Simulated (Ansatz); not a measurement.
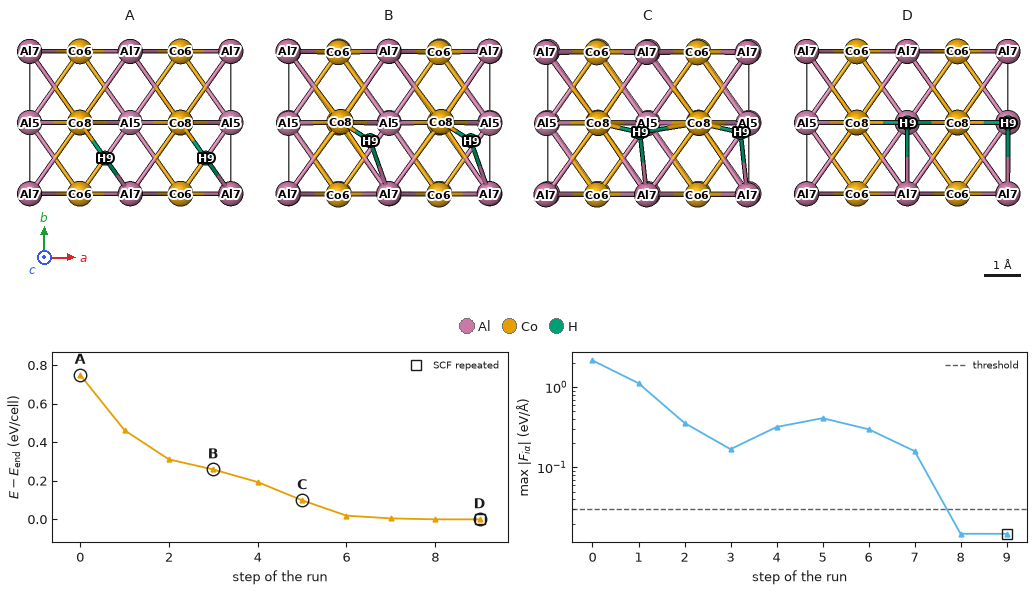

Frames of a constrained relaxation of a slab of composition Al4Co4H (cut from the Pm-3m phase), marked on the history of the run. A ball-and-stick model of the 2 × 1 repeat of the cell, outlined in the plane, without the vacuum, seen along the c axis.

Case: H put at a bridge Al-Co site. The slab is the (1 1 0) face of AlCo with H on it. 4 atoms are held fixed.

Level of theory: DFT PBEsol, scalar-relativistic, plane waves, PAW (Ansatz). Settings: plane-wave cutoff 420 eV; k-point mesh 10 × 7 × 1; occupations gaussian; smearing width 0.1 eV; no spin polarisation; dipole correction; atoms relaxed in a fixed cell; force threshold 0.03 eV/Å; at most 70 steps.

Question: What happens along the run?

Answer: The largest move is that of the H atom, 1.22 Å within the plane. By element the largest moves are H 1.22 Å, Co 0.06 Å, Al 0.05 Å. The lattice vectors keep their values. Among the contacts that change: Co–H 2.588 → 1.708 Å, Al–H 1.530 → 2.174 Å, Al–Co 2.374 → 2.435 Å, Co–H 1.648 → 1.708 Å. Bond angles that change, for instance: Co–Al–Co 171.3° → 176.4°, Co–Al–Co 104.9° → 107.5°. Over 8 accepted moves (9 points after the start) the energy falls by 0.750 eV per cell of the calculation. Largest force component: 2.2 eV/Å at the start, 0.015 eV/Å at the end. 1 step only repeated the SCF at the same geometry. The run took 9.9 min on 2 threads of Intel(R) Xeon(R) Processor @ 2.50GHz (Skylake/Cascade Lake), with other jobs on the host, peak memory 0.76 GiB. From step 0 to 3: the H atom moves most (0.54 Å), energy −0.491 eV per cell of the calculation. From step 3 to 5: the H atom moves most (0.39 Å), energy −0.160 eV per cell of the calculation. From step 5 to 9: the H atom moves most (0.37 Å), energy −98.9 meV per cell of the calculation.

| step | E − E(0), meV/atom | largest force component, eV/Å | note |
| --- | --- | --- | --- |
| 0 | 0.00 | 2.1513 |  |
| 1 | -31.94 | 1.1186 |  |
| 2 | -48.75 | 0.3581 |  |
| 3 | -54.56 | 0.1687 |  |
| 4 | -61.83 | 0.3190 |  |
| 5 | -72.33 | 0.4108 |  |
| 6 | -81.19 | 0.2992 |  |
| 7 | -82.78 | 0.1599 |  |
| 8 | -83.32 | 0.0149 |  |
| 9 | -83.32 | 0.0149 | same geometry, SCF repeated |

Limits of the set-up: the periodic images lie only 2.8 Å apart, so the values are limited by the cell's size; an element that often carries a moment was run without spin polarisation.
